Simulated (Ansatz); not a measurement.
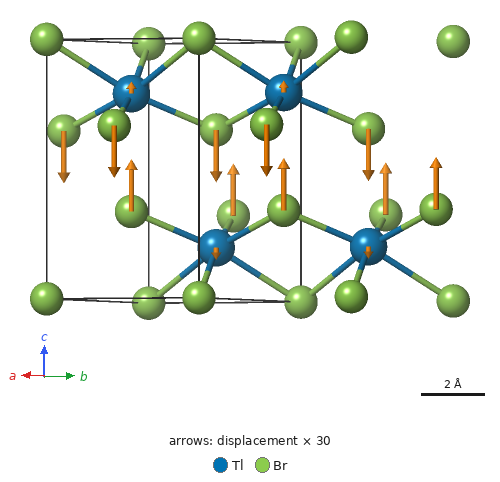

A relaxation of crystalline Tl$_{2}$Br$_{3}$ (built on the A-type sesquioxide_164 type). The starting structure is drawn; orange arrows show the displacements (the part carried along by the change of the cell is left out), 30 times their true length.

A ball-and-stick model of the cell of the calculation, repeated 1 × 2 × 1 with one cell outlined, seen from a free direction.

Case: A-type sesquioxide type (P-3m1, No. 164).

Computed with DFT r2SCAN, scalar-relativistic, plane waves, PAW in Ansatz. Settings: plane-wave cutoff 500 eV; k-point mesh 12 × 12 × 6; occupations gaussian; smearing width 0.1 eV; no spin polarisation; cell and atoms relaxed; force threshold 0.01 eV/Å; at most 80 steps.

Which element moves most?

Answer. Bromine: up to 0.056 Å, against 0.013 Å for thallium.

Describe the change and its energy.

Answer. Over 6 accepted moves (7 points after the start) the energy falls by 7.1 meV per cell of the calculation. The largest force component goes from 0.017 to 0.0008 eV/Å. Pressure: −0.20 GPa at the start and 0.00 GPa at the end. At 1 point the geometry stayed and the basis and grid were re-selected for the new cell (energy shift of 0.2 meV per cell of the calculation at most each time). The largest moves relative to the cell, 0.056 Å, are those of Br atoms. Largest moves by element: Br 0.056 Å, Tl 0.013 Å. The drawn cell changes as follows: a = b 4.939 → 4.811 Å (−2.6 %), c 8.263 → 8.730 Å (+5.7 %); the volume changes by +0.2 %. Near-neighbour distances that change, for instance: Br–Tl 3.317 → 3.297 Å, Br–Tl 3.064 → 3.048 Å. Among the angles between lasting bonds that change: Br–Tl–Br 107.4° → 104.2°, Tl–Br–Tl 107.4° → 104.2°. The space group stays P-3m1 (No. 164).

Limits of the set-up: an odd number of electrons was run without spin polarisation, which fails if the electron would localise; layers or molecules are held without a dispersion correction, so their spacing is unreliable.
